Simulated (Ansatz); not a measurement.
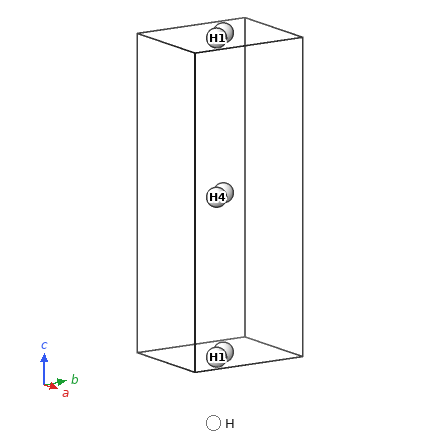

The system is H (Cmcm, No. 63; 4 atoms in the cell); the picture shows the reference structure. 
- The cell is strained homogeneously, by one strain along x and y and another along z, with fractional coordinates fixed (x along [1 0 0], z along [0 0 1] of the conventional cell).
- Coordinates scanned: (1) strain along x and y; (2) strain along z.
- The scan uses a 5 × 5 grid.
- Points are written as (first, second).
- All energies are given in meV/atom relative to the lowest grid point.
- The reference cell is the one listed in the database, not relaxed at this level.
- Computed with Ansatz 0.2.0, DFT LDA, scalar-relativistic, plane waves, PAW. Settings: cutoff 420 eV, k-mesh 8×8×4 in the order of the run's cell vectors, gaussian smearing 0.05 eV, no spin polarisation.

Its coordinates:

```yaml
crystal:
  lattice:
    - [1.64853, -2.73169, 0.00000]
    - [1.64853, 2.73169, 0.00000]
    - [0.00000, 0.00000, 6.31377]
  atoms:
    - { symbol: H, position: [0.56781, 0.43219, 0.99951] }
    - { symbol: H, position: [0.43219, 0.56781, 0.00049] }
    - { symbol: H, position: [0.43219, 0.56781, 0.49951] }
    - { symbol: H, position: [0.56781, 0.43219, 0.50049] }
```

Range: strain along x and y from −5.0 to 5.0 %; strain along z from −5.0 to 5.0 %.

> What landscape does the calculation give?

The lowest grid point is at (2.5 %, −5.0 %). It lies at the edge of the scanned range, so the true minimum may lie outside. The highest grid point, (−5.0 %, 5.0 %), lies 33.3 meV/atom above the lowest. The gap on the k-mesh is 7.4 eV at the lowest point and runs from 7.3 to 8.3 eV over the map.

| strain along z ↓, strain along x and y → | −5.0 | −2.5 | 0.0 | 2.5 | 5.0 |
| --- | --- | --- | --- | --- | --- |
| 5.0 | 33.3 | 15.8 | 5.7 | 2.3 | 4.6 |
| 2.5 | 32.6 | 15.1 | 5.1 | 1.6 | 4.0 |
| 0.0 | 32.0 | 14.5 | 4.5 | 1.0 | 3.4 |
| −2.5 | 31.3 | 13.9 | 3.9 | 0.5 | 2.9 |
| −5.0 | 30.8 | 13.4 | 3.4 | 0.0 | 2.4 |

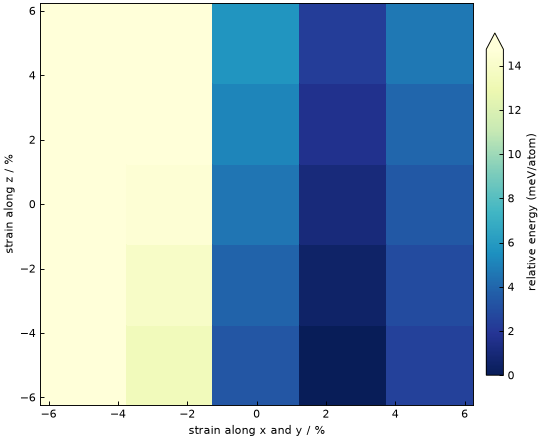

In the figure: one coloured cell a grid point, one colour for all values above the top of the scale.
